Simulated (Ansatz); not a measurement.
## Band gap of KSrBiWO6 (F-43m) from density functionals to GW

Wanted: a ladder of band gaps for KSrBiWO6 (F-43m), from density functionals to G0W0.

Main program and level: Ansatz 0.2.0; density functionals, hybrids and G0W0, plane waves, PAW.

## 1. Starting point

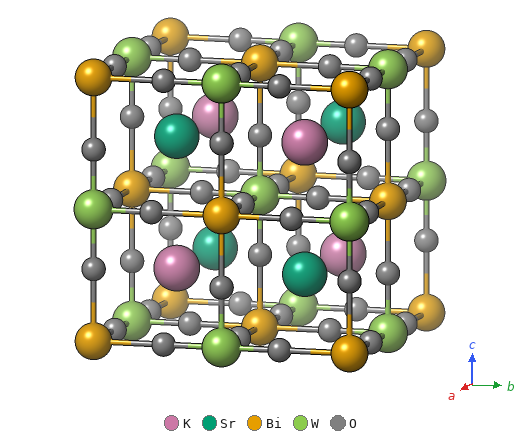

The cell as given, slightly off an axis (potassium pink, strontium teal, bismuth orange, tungsten green, oxygen grey). This picture shows the conventional cell, with its axes. Some periodic images of atoms are drawn too.

The cell is the Materials Project's (PBE, PBE+U or r2SCAN) relaxed one; the ions were relaxed with PBE or PBE+U in the database cell. Spin-orbit coupling is left out unless a step names it.

The logs state that the PAW files were generated under PBE.

## 2. LDA on the 6×6×6 mesh

This step: DFT, LDA, plane waves, PAW; PAW set soft_1.

Input file input.yaml:

```yaml
crystal:
  lattice:
    - [0.0, 4.27241772, 4.27241772]
    - [4.27241772, 0.0, 4.27241772]
    - [4.27241772, 4.27241772, 0.0]
  atoms:
    - { symbol: K, position: [0.25, 0.25, 0.25] }
    - { symbol: Sr, position: [0.75, 0.75, 0.75] }
    - { symbol: Bi, position: [0.0, 0.0, 0.0] }
    - { symbol: W, position: [0.5, 0.5, 0.5] }
    - { symbol: O, position: [0.7264775472, 0.2735224528, 0.2735224528] }
    - { symbol: O, position: [0.2735224528, 0.7264775472, 0.7264775472] }
    - { symbol: O, position: [0.7264775472, 0.7264775472, 0.2735224528] }
    - { symbol: O, position: [0.2735224528, 0.2735224528, 0.7264775472] }
    - { symbol: O, position: [0.2735224528, 0.7264775472, 0.2735224528] }
    - { symbol: O, position: [0.7264775472, 0.2735224528, 0.7264775472] }
kpoints:
  mp_grid: { grid: [6, 6, 6] }
  band_path:
    path:
      - [0.0, 0.0, 0.0]
      - [-0.5, -0.5, 0.0]
      - [-0.375, -0.375, 0.25]
      - [-0.375, 0.0, 0.375]
      - [0.0, 0.0, 0.5]
      - [-0.5, -0.25, 0.25]
    npoints: 1
hamiltonian:
  xc: lda
  pseudopotentials: { kind: paw, azcp: { folder: soft_1 }, xc_functional: pbe }
scf:
  occupations: { method: fixed }
  n_extra_bands: 7
output:
  eigenvalues: true
  forces: true
  stress: true
```

Started as:

```bash
> ansatz run input.yaml --threads 2 --pin off --max-ram 92160MiB --backend cuda --events-out ev --progress --plain --runs-dir out --devices 1 --max-vram 13GiB
```

Numbers of over 12 decimals in the logs are rounded to 6 here.

Log:

```text
scf.n_extra_bands = 7 over 42 filled bands (N_el = 84.0): the run solves 49 bands
GPUs: using 1 of 1 available (devices: 1).
Engine: ansatz 0.2.0, x86_64-unknown-linux-gnu
Pseudopotentials: kind: paw
Pseudopotential: K, paw, valence charge 9, recommended cutoff 420 eV (normal), soft_1/K.paw.azcp
Pseudopotential: Sr, paw, valence charge 10, recommended cutoff 420 eV (normal), soft_1/Sr.paw.azcp
Pseudopotential: Bi, paw, valence charge 15, recommended cutoff 420 eV (normal), soft_1/Bi.paw.azcp
Pseudopotential: W, paw, valence charge 14, recommended cutoff 420 eV (normal), soft_1/W.paw.azcp
Pseudopotential: O, paw, valence charge 6, recommended cutoff 420 eV (normal), soft_1/O.paw.azcp
Functional definition: SPW92
  exchange = slater_x
  correlation = pw_c
device memory: the entry about to start is reckoned to put 3.3 GiB on a device that reports 60.8 GiB free (of which the cap on the GPU budget leaves the run 13.0 GiB)
GPU FFT provider: cuFFT
GPU libraries: cuBLAS 13.8.2, cuFFT 12.4.0, cuSOLVER 12.3.4
Crystal: 10 atoms, lattice volume = 155.974 Å³
Basis set: ecut = 420 eV, 3071 PW (Γ)
Bands: 49, of which v1, the nominal top of the filled ones, is band 42 counted from 1 (41 counted from 0)
Symmetry: 24 space group operations
Space group: F-43m (ITA 216), of the structure as read, at distance tolerance 5.4e-5 Å
k-points: 16 of 216 (time reversal used)
Non-local potential: K, projectors of the file, l = 0: 3, l = 1: 2, l = 2: 2
Non-local potential: Sr, projectors of the file, l = 0: 3, l = 1: 2, l = 2: 2
Non-local potential: Bi, projectors of the file, l = 0: 2, l = 1: 2, l = 2: 2, l = 3: 1
Non-local potential: W, projectors of the file, l = 0: 3, l = 1: 2, l = 2: 2, l = 3: 1
Non-local potential: O, projectors of the file, l = 0: 2, l = 1: 2, l = 2: 1
PAW form: soft (Blöchl's): semilocal exchange-correlation on the pseudo side does not see the compensation charge
PAW frozen core: K, regenerated for the run's functional, and the local potential with it (the file was generated under x = pbe(κ = 0.804, μ = 0.219515), c = pbe(β = 0.066725))
PAW frozen core: Sr, regenerated for the run's functional, and the local potential with it (the file was generated under x = pbe(κ = 0.804, μ = 0.219515), c = pbe(β = 0.066725))
PAW frozen core: Bi, regenerated for the run's functional, and the local potential with it (the file was generated under x = pbe(κ = 0.804, μ = 0.219515), c = pbe(β = 0.066725))
PAW frozen core: W, regenerated for the run's functional, and the local potential with it (the file was generated under x = pbe(κ = 0.804, μ = 0.219515), c = pbe(β = 0.066725))
PAW frozen core: O, regenerated for the run's functional, and the local potential with it (the file was generated under x = pbe(κ = 0.804, μ = 0.219515), c = pbe(β = 0.066725))
PAW one-centre angular grid: K, 110 points (default); XC on 64 Gauss nodes
PAW one-centre angular grid: Sr, 110 points (default); XC on 64 Gauss nodes
PAW one-centre angular grid: Bi, 590 points (default); XC on 64 Gauss nodes
PAW one-centre angular grid: W, 590 points (default); XC on 64 Gauss nodes
PAW one-centre angular grid: O, 110 points (default); XC on 64 Gauss nodes
Initial density: superposition of atomic densities (chi_scale 0.1, normalization cell, long waves kept (reshape's long-wave potential 0.02 eV rms))
Initial wavefunctions: pseudopotential atomic-orbital guess
GPU buffer pool allocated for 91125 grid points (all kernels)
GPU transforms: local potential and band sums: pruned to the plane-wave sphere, on 45×45×45
Functional: x = slater, c = lda
SCF iter   1: F=—  HF=-30500.467563 eV  |F-HF|=—  |Δ(HF+E_count)|=         —  Δρ=6.65e-2  dr2=1.38e1  ethr=3.10e-3  ⟨swp⟩=7.6  Hψ=3201  notcnv=0  defer=64
preconditioner: auto → Resta (q_TF=auto, 2.461 Å⁻¹)  ε∞=4.0  [insulator: Δε(μ)=2.631 eV  Ē_g=14.617 eV  n_scr=50 (ndim 8)  ℏωp=25.2 eV  f_vac=0.000  ε∞_Penn≈4.0]
SCF iter   2: F=—  HF=-30496.912978 eV  |F-HF|=—  |Δ(HF+E_count)|=    3.55e0  Δρ=2.92e-2  dr2=1.44e0  ethr=3.10e-3  ⟨swp⟩=4.9  Hψ=1787  notcnv=0  defer=70
SCF iter   3: F=—  HF=-30496.499447 eV  |F-HF|=—  |Δ(HF+E_count)|=   4.14e-1  Δρ=1.30e-2  dr2=3.34e-1  ethr=1.71e-3  ⟨swp⟩=3.1  Hψ=1442  notcnv=0  defer=72
SCF iter   4: F=—  HF=-30496.419332 eV  |F-HF|=—  |Δ(HF+E_count)|=   8.01e-2  Δρ=6.82e-3  dr2=7.50e-2  ethr=3.97e-4  ⟨swp⟩=2.7  Hψ=1373  notcnv=0  defer=73
SCF iter   5: F=—  HF=-30496.399648 eV  |F-HF|=—  |Δ(HF+E_count)|=   1.97e-2  Δρ=1.85e-3  dr2=6.25e-3  ethr=8.93e-5  ⟨swp⟩=3.0  Hψ=1222  notcnv=0  defer=73
SCF iter   6: F=—  HF=-30496.398958 eV  |F-HF|=—  |Δ(HF+E_count)|=   6.90e-4  Δρ=8.18e-4  dr2=1.90e-3  ethr=7.44e-6  ⟨swp⟩=3.2  Hψ=1275  notcnv=0  defer=73
SCF iter   7: F=—  HF=-30496.398620 eV  |F-HF|=—  |Δ(HF+E_count)|=   3.38e-4  Δρ=1.29e-4  dr2=4.35e-5  ethr=2.26e-6  ⟨swp⟩=2.0  Hψ=1085  notcnv=0  defer=72
SCF iter   8: F=—  HF=-30496.398693 eV  |F-HF|=—  |Δ(HF+E_count)|=   7.25e-5  Δρ=9.73e-5  dr2=2.86e-5  ethr=5.18e-8  ⟨swp⟩=2.2  Hψ=1247  notcnv=0  defer=70
SCF iter   9: F=—  HF=-30496.398686 eV  |F-HF|=—  |Δ(HF+E_count)|=   6.80e-6  Δρ=8.41e-6  dr2=2.37e-7  ethr=3.41e-8  ⟨swp⟩=2.1  Hψ=1007  notcnv=0  defer=69
SCF iter  10: F=-30496.398686 eV  HF=-30496.398686 eV  |F-HF|=7.46e-9  |Δ(HF+E_count)|=   1.39e-7  Δρ=1.68e-6  dr2=9.98e-9  ethr=1.19e-10  ⟨swp⟩=16.4  Hψ=4561  notcnv=0
SCF 1 converged in 10 iterations: F = -30496.398686 eV  dr2 = 9.98e-9
[...]
device memory: the entry about to start is reckoned to put 2.3 GiB on a device that reports 55.4 GiB free (of which the cap on the GPU budget leaves the run 13.0 GiB)
NSCF: frozen V_eff on 6 k-points
SCF converged after 10 iterations
Free energy (F): -30496.398686 eV
Harris-Foulkes:  -30496.398686 eV  (|F-HF|=7.46e-9)
Internal energy: -30496.398686 eV  (E = F + TS)
E sigma→0 (E₀):  -30496.398686 eV
Fermi energy:    8.110292 eV
--- Per-component energies (eV) ---
  E_band       = -556.364072
  E_kinetic    = 2149.788716
  E_local      = -5794.711638  (includes V_loc(G=0)·N_el)
  E_nonlocal   = 972.093963
  E_hartree    = 2067.810739
  E_xc         = -1143.794875
  E_vxc        = -1222.745782  (∫ρ·V_xc dr)
  E_paw        = -22915.274737  (= ΣΔE_a)
  E_vpaw       = -796.417630  (= ΣTr[D̂ρ^β])
  E_aug_tail   = 0.004938  (compensation charges beyond the density's cutoff)
  E_ewald      = -5833.727384
  E_core_change = 1.411592  (= ΣΔE_core)
  E_smearing   = -0.000000  (= −TS)
  E_closure    = -0.000000  (closes the sum)
  Σ components = -30496.398686   (vs F -30496.398686, Δ=0.00e0)
--- Forces (eV/Å), atoms counted from 1 ---
  atom   1  K      0.00000000    -0.00000000     0.00000000
  atom   2  Sr     0.00000000    -0.00000000    -0.00000000
  atom   3  Bi    -0.00000000     0.00000000     0.00000000
  atom   4  W      0.00000000    -0.00000000    -0.00000000
  atom   5  O      0.31914281     0.00000000     0.00000000
  atom   6  O     -0.31914281    -0.00000000     0.00000000
  atom   7  O      0.00000000    -0.00000000    -0.31914281
  atom   8  O     -0.00000000     0.00000000     0.31914281
  atom   9  O     -0.00000000     0.31914281     0.00000000
  atom  10  O      0.00000000    -0.31914281    -0.00000000
  max |Σ_I F_I| component: 1.06e-16 eV/Å
--- Stress (GPa, compression-positive) ---
       -9.286547       0.000000      -0.000000
        0.000000      -9.286547       0.000000
       -0.000000       0.000000      -9.286547
  P = ⅓ Tr σ = -9.2865 GPa (-92.865 kbar)
--- Band table (eV; the first three rows and the last of 16) ---
  k-point 0: bands = [... 38 lower, 6.3742, 7.2688, 7.2688, 7.2688, 10.4351, 10.4351, 10.4351, 12.0348, ... 3 higher]
  k-point 1: bands = [... 38 lower, 7.0203, 7.1465, 7.1465, 7.2157, 10.3646, 10.5043, 10.5043, 11.9898, ... 3 higher]
  k-point 2: bands = [... 38 lower, 6.8659, 6.8659, 7.0893, 7.7696, 10.1559, 10.5536, 10.5536, 12.0676, ... 3 higher]
  k-point 15: bands = [... 38 lower, 6.5215, 6.7396, 6.9177, 7.0833, 10.4054, 10.8640, 11.2033, 12.2596, ... 3 higher]
```

The job ended after 5.9 s (1 × NVIDIA H100 80GB HBM3 (shared by 6 runs) with 2 threads of AMD EPYC 7R13 (Zen 3), shared host; peak memory 0.96 GiB; 6 s of CPU time).

Numbers from this step:

```
pressure             : -9.287 GPa
gap                  : 1.903 eV
valence top at       : L
conduction bottom at : L
least direct gap     : 1.903 eV
```

Over mesh and listed points the gap is 1.903 eV, direct, at k = (0.000, 0.000, 0.500). The pressure in this cell is -9 GPa; the cell is kept.

## 3. PBEsol on the 6×6×6 mesh

This step: DFT, PBEsol, plane waves, PAW; PAW set soft_1.

Changes to input.yaml since step 2:

```diff
@@ -28,3 +28,3 @@
 hamiltonian:
-  xc: lda
+  xc: pbesol
   pseudopotentials: { kind: paw, azcp: { folder: soft_1 }, xc_functional: pbe }
```

Log:

```text
[...]
GPUs: using 1 of 1 available (devices: 1).
[...]
GPU FFT provider: cuFFT
GPU libraries: cuBLAS 13.8.2, cuFFT 12.4.0, cuSOLVER 12.3.4
Crystal: 10 atoms, lattice volume = 155.974 Å³
Basis set: ecut = 420 eV, 3071 PW (Γ), exchange–correlation on 90×90×90 points (8 copies of the dense FFT grid, shifted against one another)
Bands: 49, of which v1, the nominal top of the filled ones, is band 42 counted from 1 (41 counted from 0)
Symmetry: 24 space group operations
[...]
k-points: 16 of 216 (time reversal used)
[...]
GPU buffer pool allocated for 91125 grid points (all kernels)
[...]
SCF iter   1: F=—  HF=-30884.887173 eV  |F-HF|=—  |Δ(HF+E_count)|=         —  Δρ=6.69e-2  dr2=1.39e1  ethr=3.10e-3  ⟨swp⟩=7.4  Hψ=3142  notcnv=0  defer=63
[...]
atom   5  O      0.16017537     0.00000000     0.00000000
  atom   6  O     -0.16017537     0.00000000    -0.00000000
  atom   7  O      0.00000000    -0.00000000    -0.16017537
  atom   8  O     -0.00000000     0.00000000     0.16017537
  atom   9  O     -0.00000000     0.16017537     0.00000000
  atom  10  O      0.00000000    -0.16017537    -0.00000000
  max |Σ_I F_I| component: 5.55e-17 eV/Å
--- Stress (GPa, compression-positive) ---
       -5.517156       0.000000      -0.000000
       -0.000000      -5.517156       0.000000
       -0.000000       0.000000      -5.517156
  P = ⅓ Tr σ = -5.5172 GPa (-55.172 kbar)
--- Band table (eV; the first three rows and the last of 16) ---
  k-point 0: bands = [... 38 lower, 6.6327, 7.5233, 7.5233, 7.5233, 10.7378, 10.7378, 10.7378, 12.3648, ... 3 higher]
  k-point 1: bands = [... 38 lower, 7.2936, 7.4018, 7.4018, 7.4703, 10.6680, 10.8065, 10.8065, 12.3113, ... 3 higher]
  k-point 2: bands = [... 38 lower, 7.1228, 7.1228, 7.3442, 8.0515, 10.4591, 10.8540, 10.8540, 12.3500, ... 3 higher]
  k-point 15: bands = [... 38 lower, 6.7804, 6.9975, 7.1877, 7.3394, 10.7157, 11.1674, 11.5022, 12.5431, ... 3 higher]
[key lines of the parts left out:]
SCF converged after 10 iterations
Free energy (F): -30880.974411 eV
Fermi energy:    8.396223 eV
```

The job ended after 7.7 s (1 × NVIDIA H100 80GB HBM3 (shared by 6 runs) with 2 threads; peak memory 0.96 GiB).

This step gave:

```yaml
pressure: -5.517 GPa
gap: 1.919 eV
valence_top_at: L
conduction_bottom_at: L
least_direct_gap: 1.919 eV
```

Over mesh and listed points the gap is 1.919 eV, direct, at k = (0.000, 0.000, 0.500). The pressure in this cell is -6 GPa; the cell is kept. PBEsol against LDA: 1.919 − 1.903 = +0.016 eV, with the same mesh, files and cutoff, and both edges at the same k points.

## 4. PBE on the 6×6×6 mesh

Levels along a band path and on the mesh show where this functional puts the band edges.

This step: DFT, PBE, plane waves, PAW; PAW set soft_1.

Changes to input.yaml since step 3:

```diff
@@ -20,14 +20,10 @@
     path:
-      - [0.0, 0.0, 0.0]
-      - [-0.5, -0.5, 0.0]
-      - [-0.375, -0.375, 0.25]
-      - [-0.375, 0.0, 0.375]
-      - [0.0, 0.0, 0.5]
-      - [-0.5, -0.25, 0.25]
-    npoints: 1
+      - [[0.0, 0.0, 0.0], [-0.5, -0.5, 0.0], [-0.375, -0.375, 0.25]]
+      - [[-0.375, 0.0, 0.375], [0.0, 0.0, 0.0], [0.0, 0.0, 0.5], [-0.5, -0.25, 0.25], [-0.5, -0.5, 0.0]]
+    npoints: 10
 hamiltonian:
-  xc: pbesol
-  pseudopotentials: { kind: paw, azcp: { folder: soft_1 }, xc_functional: pbe }
+  xc: pbe
+  pseudopotentials: { kind: paw, azcp: { folder: soft_1 } }
 scf:
-  occupations: { method: fixed }
+  occupations: { method: fermi_dirac, width: 0.02 }
   n_extra_bands: 7
@@ -37 +33,5 @@
   stress: true
+  write_density: true
+  write_potential: true
+  elf: true
+  volumetric_format: npy
```

Log:

```text
[...]
GPUs: using 1 of 1 available (devices: 1).
[...]
GPU FFT provider: cuFFT
GPU libraries: cuBLAS 13.8.2, cuFFT 12.4.0, cuSOLVER 12.3.4
Crystal: 10 atoms, lattice volume = 155.974 Å³
Basis set: ecut = 420 eV, 3071 PW (Γ), exchange–correlation on 90×90×90 points (8 copies of the dense FFT grid, shifted against one another)
[...]
k-point 0: bands = [... 38 lower, 6.7911, 7.6684, 7.6684, 7.6684, 10.9414, 10.9414, 10.9414, 12.5853, ... 3 higher]
  k-point 1: bands = [... 38 lower, 7.4559, 7.5499, 7.5499, 7.6163, 10.8749, 11.0076, 11.0076, 12.5562, ... 3 higher]
  k-point 2: bands = [... 38 lower, 7.2770, 7.2770, 7.4926, 8.2101, 10.6752, 11.0545, 11.0545, 12.5553, ... 3 higher]
  k-point 15: bands = [... 38 lower, 6.9411, 7.1535, 7.3444, 7.4883, 10.9202, 11.3557, 11.6775, 12.7603, ... 3 higher]
[key lines of the parts left out:]
SCF converged after 9 iterations
Free energy (F): -31277.452541 eV
Fermi energy:    9.544088 eV
P = ⅓ Tr σ = -1.2809 GPa (-12.809 kbar)
```

Elapsed: 16 s, on 1 × NVIDIA H100 80GB HBM3 (shared by 6 runs) with 2 threads; peak memory 1 GiB.

Numbers from this step:

* pressure: -1.281 GPa
* gap: 1.987 eV
* valence top at: L
* conduction bottom at: L
* least direct gap: 1.987 eV

Over mesh and path the gap is 1.987 eV, direct, at k = (0.000, 0.000, 0.500). PBE against PBEsol: 1.987 − 1.919 = +0.068 eV, with the same mesh, files and cutoff, and both edges at the same k points.

## 5. PBE+SOC on the 6×6×6 mesh

This run has two-component orbitals with spin-orbit coupling.

This step: DFT, PBE with spin-orbit coupling, plane waves, PAW; PAW set soft_1.

Changes to input.yaml since step 4:

```diff
@@ -20,11 +20,18 @@
     path:
-      - [[0.0, 0.0, 0.0], [-0.5, -0.5, 0.0], [-0.375, -0.375, 0.25]]
-      - [[-0.375, 0.0, 0.375], [0.0, 0.0, 0.0], [0.0, 0.0, 0.5], [-0.5, -0.25, 0.25], [-0.5, -0.5, 0.0]]
-    npoints: 10
+      - [0.0, 0.0, 0.0]
+      - [-0.5, -0.5, 0.0]
+      - [-0.375, -0.375, 0.25]
+      - [-0.375, 0.0, 0.375]
+      - [0.0, 0.0, 0.5]
+      - [-0.5, -0.25, 0.25]
+    npoints: 1
 hamiltonian:
   xc: pbe
-  pseudopotentials: { kind: paw, azcp: { folder: soft_1 } }
+  pseudopotentials: { kind: paw_fr, azcp: { folder: soft_1 } }
 scf:
-  occupations: { method: fermi_dirac, width: 0.02 }
-  n_extra_bands: 7
+  occupations: { method: fixed }
+  n_extra_bands: 14
+magnetization:
+  noncollinear: true
+  spin_orbit: true
 output:
@@ -33,5 +40 @@
   stress: true
-  write_density: true
-  write_potential: true
-  elf: true
-  volumetric_format: npy
```

Log:

```text
[...]
GPUs: using 1 of 1 available (devices: 1).
[...]
non-collinear run that drives no moment, with spin-orbit: no starting moment large enough to seed its density (crystal.atoms[].spin), no starting occupations that ask for one, no magnetisation constraint and no magnetic field, so the semilocal B_xc is pinned to zero
[...]
k-point 1: bands = [... 80 lower, 7.5330, 7.5336, 7.5897, 7.5897, 10.6458, 10.6458, 10.8720, 10.8831, ... 10 higher]
  k-point 2: bands = [... 80 lower, 7.4661, 7.4661, 8.2240, 8.2240, 10.3245, 10.3245, 10.9791, 10.9893, ... 10 higher]
  k-point 15: bands = [... 80 lower, 7.3435, 7.3457, 7.4617, 7.4619, 10.8078, 10.8198, 11.2842, 11.2945, ... 10 higher]
[key lines of the parts left out:]
SCF converged after 10 iterations
Magnetization: |M| = 0.0000 μB,  M = (+0.0000, +0.0000, +0.0000) μB
Free energy (F): -31344.172253 eV
Fermi energy:    8.564591 eV
P = ⅓ Tr σ = -1.2187 GPa (-12.187 kbar)
```

It took 13 s on 1 × NVIDIA H100 80GB HBM3 (shared by 6 runs) with 2 threads; peak memory 1.1 GiB; 10 s of CPU time.

This step gave:

```
pressure             : -1.219 GPa
gap                  : 1.575 eV
valence top at       : L
conduction bottom at : L
least direct gap     : 1.575 eV
```

Over mesh and listed points the gap is 1.575 eV, direct, at k = (0.000, 0.000, 0.500). PBE+SOC against PBE: 1.575 − 1.987 = −0.412 eV, with the same mesh, set of files (read in its fully relativistic form for the spin-orbit run) and cutoff, and both edges at the same k points. The spin-orbit run sees mesh and listed points alone, so its gap is an upper bound: the coupling can move an edge off these points, the more so as this crystal has no centre of inversion, and the change over the zone, its sign included where it is small, is not known.

## 6. r2SCAN on the 6×6×6 mesh

r2SCAN is a meta-GGA: it depends on the kinetic-energy density as well as on the density and its gradient.

This step: DFT, r2SCAN, plane waves, PAW; PAW set soft_1.

Changes to input.yaml since step 5:

```diff
@@ -28,10 +28,7 @@
 hamiltonian:
-  xc: pbe
-  pseudopotentials: { kind: paw_fr, azcp: { folder: soft_1 } }
+  xc: r2scan
+  pseudopotentials: { kind: paw, azcp: { folder: soft_1 } }
 scf:
   occupations: { method: fixed }
-  n_extra_bands: 14
-magnetization:
-  noncollinear: true
-  spin_orbit: true
+  n_extra_bands: 7
 output:
```

Log:

```text
[...]
GPUs: using 1 of 1 available (devices: 1).
[...]
GPU FFT provider: cuFFT
GPU libraries: cuBLAS 13.8.2, cuFFT 12.4.0, cuSOLVER 12.3.4
Crystal: 10 atoms, lattice volume = 155.974 Å³
Basis set: ecut = 500 eV, 3839 PW (Γ), exchange–correlation on 180×180×180 points (64 copies of the dense FFT grid, shifted against one another)
[...]
k-point 0: bands = [... 38 lower, 6.4041, 7.2966, 7.2966, 7.2966, 10.9101, 10.9101, 10.9101, 12.7940, ... 3 higher]
  k-point 1: bands = [... 38 lower, 7.1788, 7.1788, 7.1923, 7.2427, 10.8535, 10.9750, 10.9750, 12.7525, ... 3 higher]
  k-point 2: bands = [... 38 lower, 6.9065, 6.9065, 7.1150, 7.9697, 10.6772, 11.0288, 11.0288, 12.6805, ... 3 higher]
  k-point 15: bands = [... 38 lower, 6.5635, 6.7758, 7.0275, 7.1150, 10.8914, 11.3176, 11.6268, 12.9185, ... 3 higher]
[key lines of the parts left out:]
SCF converged after 10 iterations
Free energy (F): -31327.260186 eV
Fermi energy:    8.311075 eV
P = ⅓ Tr σ = -5.2104 GPa (-52.104 kbar)
```

The job ended after 12 s (1 × NVIDIA H100 80GB HBM3 (shared by 6 runs) with 2 threads; peak memory 1.2 GiB).

This step gave:

- pressure: -5.210 GPa
- gap: 2.244 eV
- valence top at: L
- conduction bottom at: L
- least direct gap: 2.244 eV

Over mesh and listed points the gap is 2.244 eV, direct, at k = (0.000, 0.000, 0.500). The pressure in this cell is -5 GPa; the cell is kept. r2SCAN against PBE: 2.244 − 1.987 = +0.257 eV. The runs also differ in plane-wave cutoff (420 eV and 500 eV), so how much of this comes from the functional alone is not known.

(Continued in part 2 of 3.)

[Paths, hosts, dates, memory and timing lines, banners, echoed tables and standing remarks are left out of the program output.]

[Logs are printed without paths, hosts, clocks, repeated set-up lines and the standing remarks that a program may print on its own settings, such as how far it seeks lower states.]

[Runs of the session that timed out or met a known fault of the program may be left out.]

[Cells called generated may have been cut or substituted from an entry of the Crystallography Open Database or the Materials Project.]

[Hosts, paths, dates, database ids (printed as entryN), source tags and the programs' standing remarks are cut or masked in the printed files.]

[Where an RPA ε∞ is given, it is that of the G0W0 mesh and is not shown converged in it. Names of k-points follow the symmetry that the program found, which can be lower than the space group named. Band edges on a path are those of the sampled points; other points can move an edge, and change direct to indirect where valleys lie close.]

[Hybrid gaps are those of their k-mesh and are not shown converged in it.]
